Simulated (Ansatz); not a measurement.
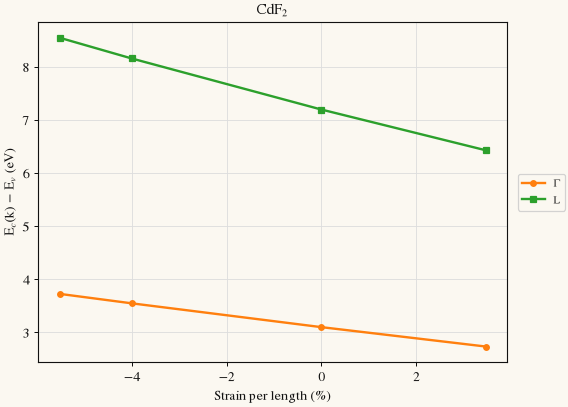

Lowest conduction level at each named k point, counted from the valence-band top at W. The names follow the standardised cell of this lattice; in reduced coordinates of the cell that was run, L is (0.5, 0.5, 0.5) and W is (0.5, 0.25, 0.75).

System: fluorite-type CdF$_{2}$, space group Fm-3m (No. 225), 3 atoms in the primitive cell, relaxed with r2SCAN; unstrained, cubic a = 5.388 Å. All lengths are scaled by the strain listed; symmetry fixes the atoms. Points keep the names and reduced coordinates of the unstrained primitive cell. Method: PBE, Ansatz PAW set, no spin polarisation, no spin-orbit coupling, 8×8×8 k mesh, 420 eV cutoff (Ansatz 0.2.0).

### How does each level move from −5.52 % to +3.47 %?

Γ falls by 1.00 eV and L falls by 2.12 eV.

### How fast do the levels move with strain?

Straight lines through the points have slopes of −110 at Γ and −236 at L (meV for each 1 % of strain). The points bend away from straight lines by up to 0.03 eV, so these are means over the range.

### Which of these conduction levels is lowest, and does that change?

The lowest is the one at Γ, over the whole range, so among these points the gap stays indirect.

The values:
```csv
strain,Γ (eV),L (eV)
−5.52 %,3.73,8.55
−4 %,3.55,8.16
0 %,3.10,7.20
+3.47 %,2.73,6.43
```

LDA, GGA and most meta-GGA functionals understate gaps. The cell was built by a generator and needn't be a form met in nature.
